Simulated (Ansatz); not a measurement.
# Geometry relaxation, with input and output: Ti24H4C (part 4 of 4)

The same run, continued: Ti24H4C (slab, 29 atoms in the cell); DFT PBE, scalar-relativistic, plane waves, PAW, no spin polarisation (Ansatz 0.2.0); cutoff 420 eV, 5×3×1 k-mesh, Gaussian smearing of 0.1 eV. The structure derives from an entry of the Crystallography Open Database. The input holds or restrains some coordinates. Forces given for the steps count only the free coordinates. It belongs to a series of runs on one base structure; here: CH4 put at a hollow Ti-Ti-Ti site.

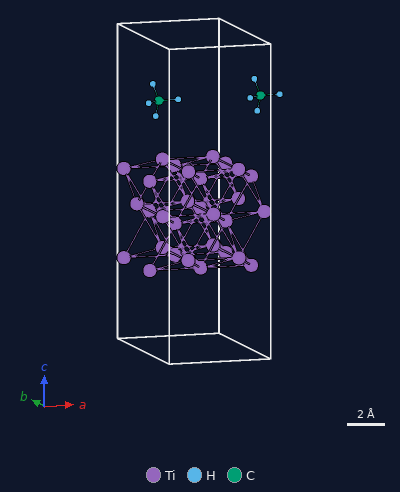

**Figure 1.** The geometry at step 12 of the log (ball-and-stick view of the cell of the calculation, with the vacuum cut short, seen slightly off an axis).

Trajectory as extended XYZ, continued
```
29
Lattice="5.8769 0.0000 0.0000 0.0000 9.3013 0.0000 0.0000 0.0000 26.3875" Properties=species:S:1:pos:R:3:forces:R:3 step=8 energy=-60294.01346
Ti    2.9385    3.4880    8.5000    0.0000   0.0033   0.3304
Ti    2.9385    8.1386    8.5000    0.0000  -0.0033   0.3306
Ti    0.0000    3.4880    8.5000    0.0000   0.0043   0.3314
Ti    0.0000    8.1386    8.5000    0.0000  -0.0033   0.3323
Ti    4.4077    1.1627    9.3483    0.0032   0.0005   0.0572
Ti    4.4077    5.8133    9.3483    0.0027  -0.0003   0.0639
Ti    1.4692    1.1627    9.3483   -0.0031   0.0005   0.0572
Ti    1.4692    5.8133    9.3483   -0.0027  -0.0003   0.0639
Ti    4.4077    3.4880   11.0448   -0.0001   0.0033  -0.4007
Ti    4.4077    8.1386   11.0448    0.0003  -0.0033  -0.3951
Ti    1.4692    3.4880   11.0448    0.0001   0.0032  -0.4007
Ti    1.4692    8.1386   11.0448   -0.0002  -0.0033  -0.3952
Ti    0.0000    1.1618   11.8569    0.0001   0.0007  -0.0012
Ti    0.0000    5.8130   11.8654    0.0001   0.0009  -0.0024
Ti    2.9385    1.1632   11.8539   -0.0001  -0.0019   0.0063
Ti    2.9384    5.8134   11.8632    0.0000   0.0024   0.0027
Ti    0.0000    3.4848   13.4768    0.0003   0.0006   0.0135
Ti    0.0000    8.1415   13.4785    0.0003  -0.0010   0.0119
Ti    2.9385    3.4860   13.4864   -0.0003  -0.0031   0.0055
Ti    2.9385    8.1418   13.4878   -0.0002   0.0031   0.0017
Ti    1.4782    1.1637   14.2865    0.0104   0.0002  -0.0054
Ti    1.4762    5.8144   14.2802    0.0063   0.0003  -0.0036
Ti    4.3989    1.1636   14.2864   -0.0104   0.0004  -0.0050
Ti    4.4008    5.8143   14.2800   -0.0063   0.0002  -0.0032
H    -0.0043    2.2873   17.2227    0.0006  -0.0468   0.1164
C    -0.0021    1.9151   18.2608   -0.0185   0.0820  -0.0515
H    -0.8379    1.2200   18.4068    0.0278   0.0350  -0.0064
H     0.9426    1.3974   18.4642   -0.0188   0.0181  -0.0058
H    -0.1086    2.7717   18.9411    0.0082  -0.0956  -0.0534
29
Lattice="5.8769 0.0000 0.0000 0.0000 9.3013 0.0000 0.0000 0.0000 26.3875" Properties=species:S:1:pos:R:3:forces:R:3 step=9 energy=-60294.01466
Ti    2.9385    3.4880    8.5000    0.0000   0.0028   0.3303
Ti    2.9385    8.1386    8.5000    0.0000  -0.0028   0.3307
Ti    0.0000    3.4880    8.5000    0.0000   0.0042   0.3318
Ti    0.0000    8.1386    8.5000    0.0000  -0.0031   0.3324
Ti    4.4077    1.1627    9.3483    0.0037   0.0003   0.0586
Ti    4.4077    5.8133    9.3483    0.0030  -0.0001   0.0636
Ti    1.4692    1.1627    9.3483   -0.0036   0.0003   0.0586
Ti    1.4692    5.8133    9.3483   -0.0029  -0.0001   0.0636
Ti    4.4077    3.4880   11.0448    0.0013   0.0036  -0.3925
Ti    4.4077    8.1386   11.0448    0.0023  -0.0018  -0.3889
Ti    1.4692    3.4880   11.0448   -0.0012   0.0035  -0.3928
Ti    1.4692    8.1386   11.0448   -0.0021  -0.0018  -0.3890
Ti    0.0001    1.1620   11.8580   -0.0001   0.0005  -0.0005
Ti    0.0000    5.8134   11.8654   -0.0002  -0.0010  -0.0007
Ti    2.9385    1.1629   11.8548    0.0001   0.0023  -0.0056
Ti    2.9384    5.8141   11.8631    0.0001  -0.0027  -0.0041
Ti    0.0001    3.4855   13.4806   -0.0003   0.0000  -0.0133
Ti    0.0001    8.1416   13.4822   -0.0003  -0.0001  -0.0133
Ti    2.9384    3.4859   13.4878    0.0003   0.0017  -0.0010
Ti    2.9385    8.1424   13.4884    0.0003  -0.0019   0.0005
Ti    1.4811    1.1640   14.2850    0.0076   0.0005   0.0085
Ti    1.4779    5.8150   14.2790    0.0032  -0.0001   0.0075
Ti    4.3960    1.1640   14.2851   -0.0075   0.0007   0.0083
Ti    4.3991    5.8148   14.2789   -0.0032  -0.0001   0.0070
H    -0.0069    2.3285   17.2396    0.0000  -0.0302   0.0668
C    -0.0044    1.8936   18.2509   -0.0145   0.0591  -0.0132
H    -0.8382    1.1890   18.3533    0.0151   0.0216  -0.0038
H     0.9410    1.3664   18.4227   -0.0073   0.0101  -0.0032
H    -0.1133    2.7035   18.9845    0.0062  -0.0658  -0.0464
29
Lattice="5.8769 0.0000 0.0000 0.0000 9.3013 0.0000 0.0000 0.0000 26.3875" Properties=species:S:1:pos:R:3:forces:R:3 step=10 energy=-60294.01520
Ti    2.9385    3.4880    8.5000    0.0000   0.0023   0.3302
Ti    2.9385    8.1386    8.5000    0.0000  -0.0022   0.3304
Ti    0.0000    3.4880    8.5000    0.0000   0.0044   0.3318
Ti    0.0000    8.1386    8.5000    0.0000  -0.0033   0.3324
Ti    4.4077    1.1627    9.3483    0.0047   0.0005   0.0614
Ti    4.4077    5.8133    9.3483    0.0036  -0.0003   0.0650
Ti    1.4692    1.1627    9.3483   -0.0046   0.0005   0.0614
Ti    1.4692    5.8133    9.3483   -0.0036  -0.0003   0.0650
Ti    4.4077    3.4880   11.0448    0.0019   0.0037  -0.3958
Ti    4.4077    8.1386   11.0448    0.0024  -0.0010  -0.3914
Ti    1.4692    3.4880   11.0448   -0.0017   0.0036  -0.3959
Ti    1.4692    8.1386   11.0448   -0.0022  -0.0009  -0.3912
Ti    0.0000    1.1624   11.8594    0.0001  -0.0015   0.0022
Ti    0.0000    5.8133   11.8657    0.0001   0.0006   0.0034
Ti    2.9385    1.1634   11.8550   -0.0001  -0.0014   0.0007
Ti    2.9385    5.8137   11.8629   -0.0001   0.0010   0.0011
Ti    0.0001    3.4858   13.4787    0.0001   0.0006  -0.0012
Ti    0.0001    8.1419   13.4803    0.0001  -0.0005  -0.0009
Ti    2.9385    3.4867   13.4887   -0.0001  -0.0008   0.0049
Ti    2.9385    8.1422   13.4891   -0.0001   0.0006   0.0054
Ti    1.4846    1.1645   14.2880    0.0076   0.0003  -0.0042
Ti    1.4792    5.8153   14.2815    0.0042   0.0001  -0.0049
Ti    4.3926    1.1646   14.2881   -0.0076   0.0005  -0.0039
Ti    4.3977    5.8151   14.2814   -0.0042   0.0002  -0.0048
H    -0.0100    2.3724   17.2629   -0.0010  -0.0508   0.0967
C    -0.0069    1.8676   18.2422   -0.0239   0.0748   0.0042
H    -0.8380    1.1531   18.2948    0.0276   0.0410  -0.0058
H     0.9399    1.3319   18.3784   -0.0139   0.0207  -0.0057
H    -0.1196    2.6230   19.0334    0.0107  -0.0924  -0.0905
29
Lattice="5.8769 0.0000 0.0000 0.0000 9.3013 0.0000 0.0000 0.0000 26.3875" Properties=species:S:1:pos:R:3:forces:R:3 step=11 energy=-60294.01584
Ti    2.9385    3.4880    8.5000    0.0000   0.0024   0.3301
Ti    2.9385    8.1386    8.5000    0.0000  -0.0022   0.3304
Ti    0.0000    3.4880    8.5000    0.0000   0.0046   0.3317
Ti    0.0000    8.1386    8.5000    0.0000  -0.0034   0.3324
Ti    4.4077    1.1627    9.3483    0.0052   0.0003   0.0602
Ti    4.4077    5.8133    9.3483    0.0040  -0.0002   0.0640
Ti    1.4692    1.1627    9.3483   -0.0051   0.0003   0.0603
Ti    1.4692    5.8133    9.3483   -0.0040  -0.0002   0.0640
Ti    4.4077    3.4880   11.0448    0.0021   0.0036  -0.3948
Ti    4.4077    8.1386   11.0448    0.0027  -0.0013  -0.3905
Ti    1.4692    3.4880   11.0448   -0.0019   0.0034  -0.3950
Ti    1.4692    8.1386   11.0448   -0.0025  -0.0011  -0.3903
Ti    0.0001    1.1621   11.8594    0.0000   0.0005  -0.0005
Ti    0.0000    5.8135   11.8657    0.0000  -0.0005  -0.0002
Ti    2.9385    1.1631   11.8545    0.0000   0.0004  -0.0003
Ti    2.9384    5.8139   11.8626    0.0000  -0.0005  -0.0003
Ti    0.0001    3.4858   13.4783   -0.0001   0.0003  -0.0032
Ti    0.0001    8.1420   13.4801    0.0000  -0.0002  -0.0028
Ti    2.9385    3.4866   13.4891    0.0001  -0.0005   0.0004
Ti    2.9385    8.1423   13.4898    0.0001   0.0004   0.0006
Ti    1.4856    1.1646   14.2867    0.0082   0.0003   0.0012
Ti    1.4798    5.8153   14.2801    0.0046   0.0001   0.0013
Ti    4.3916    1.1648   14.2868   -0.0082   0.0005   0.0011
Ti    4.3971    5.8152   14.2799   -0.0046   0.0001   0.0013
H    -0.0113    2.3862   17.2761   -0.0002  -0.0310   0.0480
C    -0.0077    1.8583   18.2411   -0.0106   0.0376  -0.0056
H    -0.8370    1.1419   18.2754    0.0125   0.0194  -0.0029
H     0.9404    1.3226   18.3650   -0.0068   0.0103  -0.0031
H    -0.1228    2.5925   19.0487    0.0046  -0.0436  -0.0380
29
Lattice="5.8769 0.0000 0.0000 0.0000 9.3013 0.0000 0.0000 0.0000 26.3875" Properties=species:S:1:pos:R:3:forces:R:3 step=12 energy=-60294.01638
Ti    2.9385    3.4880    8.5000    0.0000   0.0023   0.3298
Ti    2.9385    8.1386    8.5000    0.0000  -0.0021   0.3301
Ti    0.0000    3.4880    8.5000    0.0000   0.0049   0.3316
Ti    0.0000    8.1386    8.5000    0.0000  -0.0036   0.3323
Ti    4.4077    1.1627    9.3483    0.0061   0.0004   0.0602
Ti    4.4077    5.8133    9.3483    0.0047  -0.0003   0.0643
Ti    1.4692    1.1627    9.3483   -0.0060   0.0004   0.0602
Ti    1.4692    5.8133    9.3483   -0.0047  -0.0002   0.0644
Ti    4.4077    3.4880   11.0448    0.0031   0.0040  -0.3965
Ti    4.4077    8.1386   11.0448    0.0037  -0.0012  -0.3915
Ti    1.4692    3.4880   11.0448   -0.0029   0.0039  -0.3967
Ti    1.4692    8.1386   11.0448   -0.0034  -0.0010  -0.3912
Ti    0.0001    1.1624   11.8597    0.0001  -0.0010   0.0010
Ti    0.0000    5.8134   11.8662    0.0000   0.0010   0.0017
Ti    2.9385    1.1634   11.8540   -0.0001  -0.0010  -0.0002
Ti    2.9384    5.8138   11.8624   -0.0001   0.0007   0.0001
Ti    0.0001    3.4859   13.4772    0.0001   0.0004   0.0002
Ti    0.0001    8.1424   13.4792    0.0002  -0.0007  -0.0007
Ti    2.9385    3.4868   13.4892   -0.0001  -0.0001   0.0054
Ti    2.9386    8.1426   13.4900   -0.0001  -0.0001   0.0047
Ti    1.4889    1.1650   14.2872    0.0070   0.0000  -0.0016
Ti    1.4817    5.8155   14.2807    0.0041   0.0002  -0.0021
Ti    4.3884    1.1653   14.2873   -0.0070   0.0001  -0.0013
Ti    4.3953    5.8154   14.2805   -0.0041   0.0003  -0.0020
H    -0.0151    2.3850   17.2881   -0.0005  -0.0055   0.0072
C    -0.0101    1.8288   18.2352   -0.0028   0.0047  -0.0026
H    -0.8359    1.1084   18.2462    0.0024   0.0025  -0.0012
H     0.9405    1.2947   18.3435   -0.0004   0.0005  -0.0003
H    -0.1298    2.5356   19.0643    0.0007  -0.0095  -0.0053
29
Lattice="5.8769 0.0000 0.0000 0.0000 9.3013 0.0000 0.0000 0.0000 26.3875" Properties=species:S:1:pos:R:3:forces:R:3 step=13 energy=-60294.01688
Ti    2.9385    3.4880    8.5000    0.0001   0.0020   0.3291
Ti    2.9385    8.1386    8.5000    0.0000  -0.0016   0.3293
Ti    0.0000    3.4880    8.5000   -0.0001   0.0059   0.3314
Ti    0.0000    8.1386    8.5000    0.0000  -0.0045   0.3320
Ti    4.4077    1.1627    9.3483    0.0100   0.0001   0.0611
Ti    4.4077    5.8133    9.3483    0.0080  -0.0001   0.0657
Ti    1.4692    1.1627    9.3483   -0.0098   0.0001   0.0611
Ti    1.4692    5.8133    9.3483   -0.0080   0.0001   0.0657
Ti    4.4077    3.4880   11.0448    0.0065   0.0047  -0.3899
Ti    4.4077    8.1386   11.0448    0.0069  -0.0017  -0.3872
Ti    1.4692    3.4880   11.0448   -0.0062   0.0045  -0.3905
Ti    1.4692    8.1386   11.0448   -0.0065  -0.0014  -0.3870
Ti    0.0001    1.1619   11.8619   -0.0003   0.0049  -0.0052
Ti    0.0000    5.8141   11.8686   -0.0003  -0.0040  -0.0049
Ti    2.9385    1.1629   11.8523    0.0003   0.0041  -0.0018
Ti    2.9384    5.8144   11.8619    0.0003  -0.0033  -0.0023
Ti    0.0001    3.4861   13.4757   -0.0005  -0.0018  -0.0063
Ti    0.0002    8.1429   13.4775   -0.0006   0.0010  -0.0043
Ti    2.9384    3.4875   13.4940    0.0005  -0.0016  -0.0097
Ti    2.9386    8.1428   13.4946    0.0006   0.0015  -0.0069
Ti    1.5007    1.1656   14.2867    0.0033   0.0002   0.0070
Ti    1.4884    5.8164   14.2798    0.0049  -0.0005   0.0067
Ti    4.3767    1.1663   14.2871   -0.0033   0.0002   0.0071
Ti    4.3886    5.8163   14.2797   -0.0049  -0.0005   0.0059
H    -0.0288    2.3660   17.3158   -0.0077  -0.0771   0.1136
C    -0.0192    1.7202   18.2089   -0.0429   0.0702   0.0134
H    -0.8329    0.9849   18.1469    0.0497   0.0639  -0.0008
H     0.9400    1.1919   18.2703   -0.0211   0.0239   0.0040
H    -0.1550    2.3429   19.1065    0.0209  -0.0891  -0.1364
29
Lattice="5.8769 0.0000 0.0000 0.0000 9.3013 0.0000 0.0000 0.0000 26.3875" Properties=species:S:1:pos:R:3:forces:R:3 step=14 energy=-60294.01763
Ti    2.9385    3.4880    8.5000    0.0000   0.0023   0.3289
Ti    2.9385    8.1386    8.5000   -0.0001  -0.0020   0.3293
Ti    0.0000    3.4880    8.5000    0.0000   0.0058   0.3317
Ti    0.0000    8.1386    8.5000    0.0000  -0.0044   0.3323
Ti    4.4077    1.1627    9.3483    0.0093   0.0005   0.0597
Ti    4.4077    5.8133    9.3483    0.0076  -0.0004   0.0639
Ti    1.4692    1.1627    9.3483   -0.0090   0.0005   0.0598
Ti    1.4692    5.8133    9.3483   -0.0075  -0.0003   0.0640
Ti    4.4077    3.4880   11.0448    0.0062   0.0046  -0.3982
Ti    4.4077    8.1386   11.0448    0.0069  -0.0013  -0.3915
Ti    1.4692    3.4880   11.0448   -0.0059   0.0043  -0.3980
Ti    1.4692    8.1386   11.0448   -0.0065  -0.0008  -0.3905
Ti    0.0000    1.1629   11.8606    0.0004  -0.0053   0.0029
Ti    0.0000    5.8130   11.8676    0.0005   0.0048   0.0039
Ti    2.9386    1.1638   11.8520   -0.0004  -0.0047  -0.0009
Ti    2.9385    5.8136   11.8613   -0.0005   0.0045   0.0007
Ti    0.0000    3.4856   13.4743    0.0006   0.0006   0.0050
Ti    0.0000    8.1430   13.4764    0.0006  -0.0002   0.0018
Ti    2.9386    3.4868   13.4911   -0.0006   0.0018   0.0100
Ti    2.9387    8.1431   13.4924   -0.0006  -0.0016   0.0064
Ti    1.5002    1.1657   14.2880    0.0025  -0.0006  -0.0040
Ti    1.4889    5.8158   14.2807    0.0028   0.0004  -0.0047
Ti    4.3772    1.1663   14.2885   -0.0025  -0.0006  -0.0036
Ti    4.3881    5.8158   14.2804   -0.0028   0.0004  -0.0039
H    -0.0287    2.3637   17.3106   -0.0034  -0.0287   0.0385
C    -0.0192    1.7244   18.2050   -0.0121   0.0189  -0.0010
H    -0.8314    0.9898   18.1462    0.0139   0.0217  -0.0022
H     0.9403    1.1986   18.2716   -0.0065   0.0102   0.0016
H    -0.1566    2.3514   19.0951    0.0072  -0.0304  -0.0422
29
Lattice="5.8769 0.0000 0.0000 0.0000 9.3013 0.0000 0.0000 0.0000 26.3875" Properties=species:S:1:pos:R:3:forces:R:3 step=15 energy=-60294.01777
Ti    2.9385    3.4880    8.5000    0.0001   0.0037   0.3270
Ti    2.9385    8.1386    8.5000    0.0000  -0.0033   0.3274
Ti    0.0000    3.4880    8.5000   -0.0001   0.0045   0.3314
Ti    0.0000    8.1386    8.5000    0.0000  -0.0034   0.3321
Ti    4.4077    1.1627    9.3483    0.0125   0.0004   0.0588
Ti    4.4077    5.8133    9.3483    0.0114  -0.0003   0.0651
Ti    1.4692    1.1627    9.3483   -0.0123   0.0004   0.0590
Ti    1.4692    5.8133    9.3483   -0.0114  -0.0001   0.0652
Ti    4.4077    3.4880   11.0448    0.0094   0.0048  -0.3934
Ti    4.4077    8.1386   11.0448    0.0101  -0.0019  -0.3888
Ti    1.4692    3.4880   11.0448   -0.0090   0.0046  -0.3936
Ti    1.4692    8.1386   11.0448   -0.0094  -0.0014  -0.3880
Ti    0.0001    1.1624   11.8618   -0.0001   0.0003  -0.0028
Ti    0.0000    5.8137   11.8699    0.0000   0.0004   0.0083
Ti    2.9386    1.1632   11.8502    0.0000  -0.0013   0.0038
Ti    2.9384    5.8138   11.8602   -0.0001  -0.0005  -0.0109
Ti    0.0001    3.4849   13.4699   -0.0001   0.0090   0.0116
Ti    0.0002    8.1440   13.4719   -0.0002  -0.0114   0.0096
Ti    2.9385    3.4872   13.4975    0.0000  -0.0080  -0.0055
Ti    2.9387    8.1417   13.4984    0.0000   0.0125  -0.0059
Ti    1.5095    1.1648   14.2877    0.0026   0.0009  -0.0004
Ti    1.5068    5.8160   14.2811   -0.0141  -0.0011  -0.0009
Ti    4.3680    1.1656   14.2883   -0.0026   0.0006  -0.0008
Ti    4.3702    5.8159   14.2809    0.0142  -0.0011  -0.0012
H    -0.0341    2.3495   17.3049    0.0001  -0.0007   0.0012
C    -0.0213    1.7081   18.1961   -0.0006  -0.0019  -0.0031
H    -0.8307    0.9717   18.1348   -0.0003  -0.0020  -0.0009
H     0.9405    1.1871   18.2611    0.0005  -0.0014  -0.0010
H    -0.1608    2.3311   19.0867   -0.0006  -0.0023  -0.0031
29
Lattice="5.8769 0.0000 0.0000 0.0000 9.3013 0.0000 0.0000 0.0000 26.3875" Properties=species:S:1:pos:R:3:forces:R:3 step=16 energy=-60294.01830
Ti    2.9385    3.4880    8.5000    0.0000   0.0036   0.3285
Ti    2.9385    8.1386    8.5000    0.0000  -0.0033   0.3287
Ti    0.0000    3.4880    8.5000   -0.0001   0.0050   0.3312
Ti    0.0000    8.1386    8.5000    0.0000  -0.0036   0.3315
Ti    4.4077    1.1627    9.3483    0.0131   0.0002   0.0603
Ti    4.4077    5.8133    9.3483    0.0141  -0.0001   0.0646
Ti    1.4692    1.1627    9.3483   -0.0128   0.0002   0.0604
Ti    1.4692    5.8133    9.3483   -0.0141   0.0000   0.0647
Ti    4.4077    3.4880   11.0448    0.0129   0.0047  -0.3906
Ti    4.4077    8.1386   11.0448    0.0140  -0.0018  -0.3881
Ti    1.4692    3.4880   11.0448   -0.0127   0.0043  -0.3910
Ti    1.4692    8.1386   11.0448   -0.0135  -0.0012  -0.3875
Ti    0.0001    1.1623   11.8621   -0.0001   0.0016   0.0065
Ti    0.0000    5.8139   11.8719   -0.0003  -0.0033  -0.0084
Ti    2.9386    1.1628   11.8506    0.0002   0.0045  -0.0069
Ti    2.9384    5.8142   11.8580    0.0004  -0.0015   0.0092
Ti    0.0001    3.4868   13.4740   -0.0001  -0.0130  -0.0071
Ti    0.0001    8.1416   13.4752    0.0000   0.0146  -0.0037
Ti    2.9385    3.4857   13.4951    0.0002   0.0127   0.0009
Ti    2.9387    8.1446   13.4958    0.0000  -0.0158   0.0036
Ti    1.5104    1.1653   14.2884   -0.0047   0.0002   0.0000
Ti    1.5013    5.8159   14.2806   -0.0042   0.0003   0.0002
Ti    4.3671    1.1660   14.2890    0.0048   0.0002  -0.0001
Ti    4.3756    5.8159   14.2803    0.0042   0.0002   0.0000
H    -0.0379    2.3394   17.3064   -0.0016  -0.0036   0.0008
C    -0.0244    1.6753   18.1808   -0.0014  -0.0050  -0.0041
H    -0.8284    0.9349   18.0981    0.0002   0.0021  -0.0024
H     0.9404    1.1586   18.2359    0.0011   0.0009   0.0006
H    -0.1712    2.2743   19.0866    0.0006  -0.0029  -0.0018
```

Results in brief

```json
{"quantity": "outcome", "value": "converged under the restraints of the input"}
{"quantity": "electrons treated", "value": "296"}
{"quantity": "free energy", "value": "−60294.0183 eV"}
{"quantity": "work function, top face", "value": "3.76 eV"}
{"quantity": "work function, bottom face", "value": "3.75 eV"}
{"quantity": "Fermi energy", "value": "1.406 eV"}
{"quantity": "gap on the k-point mesh", "value": "none (metallic)"}
{"quantity": "final volume", "value": "1442.41 Å³"}
{"quantity": "work function (upper face)", "value": "3.76 eV"}
{"quantity": "largest force (length of the vector) at the end, held atoms and coordinates included", "value": "0.391 eV/Å"}
{"quantity": "hardware", "value": "4 threads of Arm Neoverse V2, 24 GiB of memory available, shared host"}
{"quantity": "wall time", "value": "22 min (CPU time 83 min)"}
{"quantity": "peak memory", "value": "5 GiB"}
```

Notes

The program warns: the exchange-correlation potential is rough where the density is thin.
